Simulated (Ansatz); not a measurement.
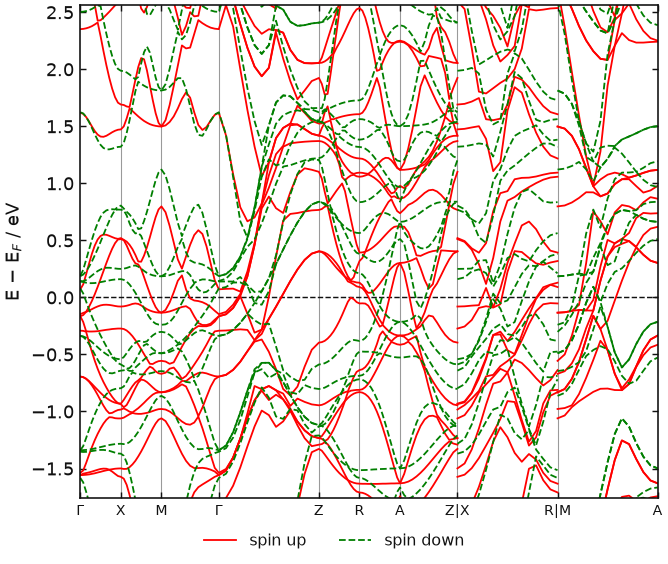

Band structure. Energies are counted from the Fermi level.

Which of these calculations gave it?
A. Mg₂ZnO₃, space group P-3m1, 6 atoms in the cell; r2SCAN
B. Si₄N, space group P6/mmm (No. 191), 5 atoms in the cell; PBE
C. Ti₄H, space group P4/mmm (No. 123), 5 atoms in the cell; PBE

C. A metal: bands cross the Fermi level along this path. At A the nearest levels lie 0.21 eV below and 0.30 eV above the Fermi level. A primitive tetragonal lattice: the path Γ–X–M–Γ–Z–R–A–Z|X–R|M–A runs through the special points of its Brillouin zone.

Computed with Ansatz 0.2.0: DFT PBE, scalar-relativistic, plane waves, PAW, spin-polarised, 6×6×14 k mesh, Gaussian smearing of 0.1 eV.

The structure is an invented one, so it need not be a known or stable phase.
